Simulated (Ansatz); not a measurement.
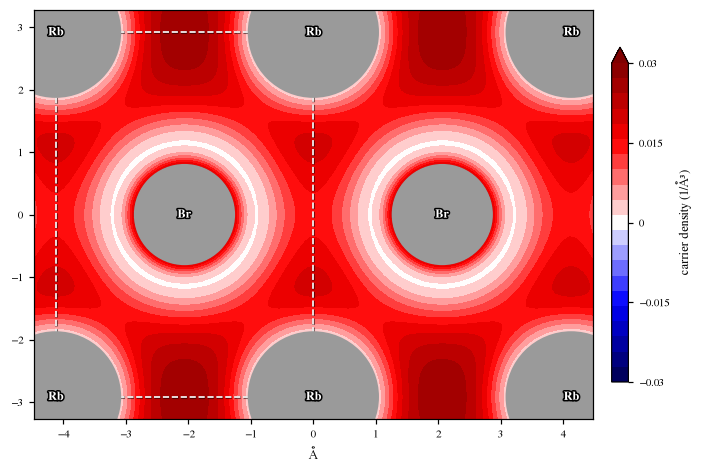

*RbBr. Where the extra electron sits when 0.1 electron is added to the 2-atom cell of the calculation (uniform compensating background, atoms fixed); the change of density for each carrier, counted positive where the carrier is: a map on the (110) plane of the conventional cell, with grey discs over the atomic cores. Cores are masked to 1.0 Å (Rb) and 0.8 Å (Br).*

Space group Pm-3m. The cell comes from a database of computed structures, not from a measurement.

Computed with Ansatz 0.2.0, DFT LDA, scalar-relativistic, plane waves, PAW.

Core electrons are frozen (PAW), so the fields are smoothed inside the atomic spheres.

```
Rb Br
1.0
     4.12608    0.00000    0.00000
     0.00000    4.12608    0.00000
     0.00000    0.00000    4.12608
Rb Br
1 1
Direct
  0.00000 0.00000 0.00000
  0.50000 0.50000 0.50000
```

Where does the doped charge go?

Answer. Summed over atomic cells sized by the Bader volumes, the added electron divides as Br about 55 % and Rb about 45 %; these cells fill 40 % (Rb) and 60 % (Br) of the volume, so no element is strongly preferred.
- Over the whole cell, outside the cores, it is densest 2.1 Å from a rubidium nucleus.
- The counter-flow of charge adds up to under 0.1 e for each carrier.
- These are shares of the net change, screening included; the states that take the carrier can be more concentrated.
